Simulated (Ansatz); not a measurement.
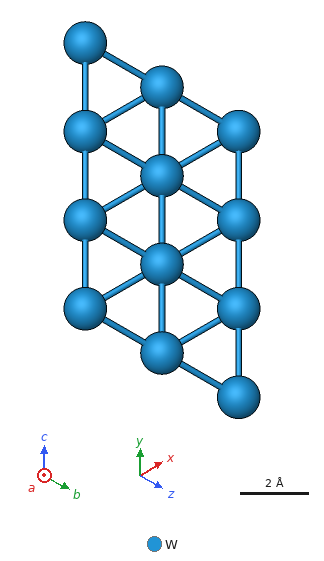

Energy scan for crystalline W (Im-3m), in which the cell is strained equally along x and y and separately along z, with the atoms kept at their fractional coordinates. x, y and z are the Cartesian axes of the input. The picture shows the reference cell. A ball-and-stick model of the cell of the calculation, repeated 2 × 2 × 3 with one cell outlined, seen along the a axis.

The calculation used Ansatz, DFT PBE, scalar-relativistic, plane waves, PAW. (plane-wave cutoff 420 eV; k-point mesh 20 × 20 × 20; occupations gaussian; smearing width 0.15 eV; no spin polarisation). Energies (free energies at the smearing named) are counted from the cell as listed in its source, which wasn't relaxed.

The input:
```yaml
crystal:
  lattice:
    - [-1.5973, 1.5973, 1.5973]
    - [1.5973, -1.5973, 1.5973]
    - [1.5973, 1.5973, -1.5973]
  atoms:
    - { symbol: W, position: [0.0, 0.0, 0.0] }
basis:
  ecutwfc: 420
kpoints:
  mp_grid: { grid: [20, 20, 20] }
hamiltonian:
  xc: pbe
scf:
  occupations: { method: gaussian, width: 0.15 }
output:
  forces: true
  stress: true
  eigenvalues: true
  write_density: true
  write_potential: true
  elf: true
  volumetric_format: npy
```

Launched with:
```bash
ansatz run input.yaml --threads 1 --pin off --max-ram 2560MiB --backend cpu --events-out ev --progress --plain --runs-dir out
```

> Give the energy at each point on a grid with rows −0.050, −0.025, 0.000, 0.025, 0.050 and columns −0.050, −0.025, 0.000, 0.025, 0.050 (strain along x and y; strain along z).

Rows: strain along x and y; columns: strain along z; values in meV/atom.

```
        −0.050  −0.025  0.000  0.025  0.050
−0.050     348     237    169    136    132
−0.025     144      68     32     30     56
 0.000      57       9      0     23     73
 0.025      64      43     57    101    170
 0.050     147     151    186    248    333
```

In pairs of (strain along x and y; strain along z): the lowest computed point lies at (0.000, 0.000) (0 meV/atom), the highest at (−0.050, −0.050) (348 meV/atom). The valley is tilted: raising the in-plane strain is made harder by raising the strain along z (cross term 0.44 of the geometric mean of the two curvatures). Over the ranges scanned the energy rises more along the first axis, the in-plane strain. The pressure runs from −34.0 GPa at (0.050, 0.050) to 58.5 GPa at (−0.050, −0.050).

As a map, interpolated between the computed points (dots):

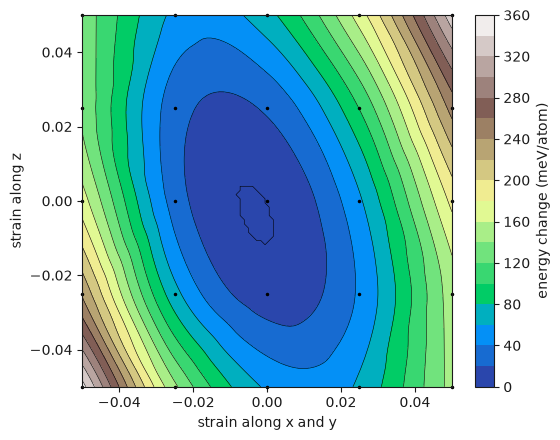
